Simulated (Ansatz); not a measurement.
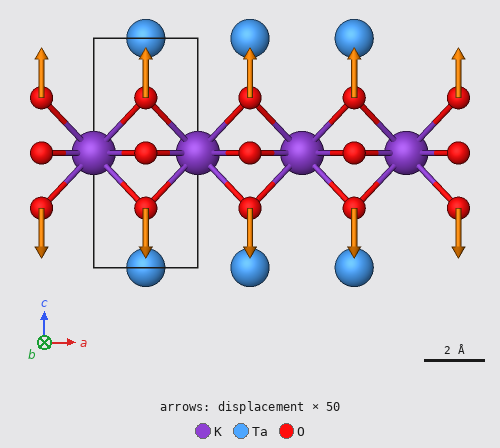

A relaxation of crystalline KTaO₃ (a generated structure, set up in P4/mmm) (coarse preliminary run). The starting structure is drawn; orange arrows show the displacements (the part carried along by the change of the cell is left out), magnified 50 times.

The picture is a ball-and-stick view of the cell of the calculation, repeated 3 × 1 × 1 with one cell outlined, seen along the b axis.

All numbers below come from DFT PBE, scalar-relativistic, plane waves, PAW in Ansatz 0.2.0. Set-up: plane-wave cutoff 420 eV; k-point mesh 6 × 6 × 2; occupations gaussian; smearing width 0.1 eV; no spin polarisation; cell and atoms relaxed; force threshold 0.04 eV/Å; at most 70 steps.

Q: Atoms of which element are displaced furthest, and by how much?

A: Oxygen: up to 0.034 Å, against 0.000 Å for tantalum.

Q: What happened in the run?

A: The energy falls by 165 meV per atom in 4 accepted moves (5 points after the start). The largest force component goes from 3 to 0.0029 eV/Å. Pressure: −11.11 GPa at the start and −0.15 GPa at the end. The SCF was repeated once at an unchanged geometry on a basis and grid sized afresh for the cell, which shifted the energy by 1.2 meV per atom at most. The largest moves relative to the cell, 0.034 Å, are those of O atoms. Ta and K stay in place. The drawn cell changes as follows: a = b 3.527 → 3.537 Å (+0.3 %), c 7.755 → 7.279 Å (−6.1 %); the volume changes by −5.6 %. Some distances before and after: O–Ta 2.009 → 1.851 Å, K–O 3.116 → 3.075 Å, K–K 3.527 → 3.537 Å, K–O 2.494 → 2.501 Å. Among the angles between lasting bonds that change: K–O–K 106.3° → 108.9°. The space group stays P4/mmm (No. 123).

Limits of the set-up: the k-point mesh is coarse for a cell with partly filled bands.
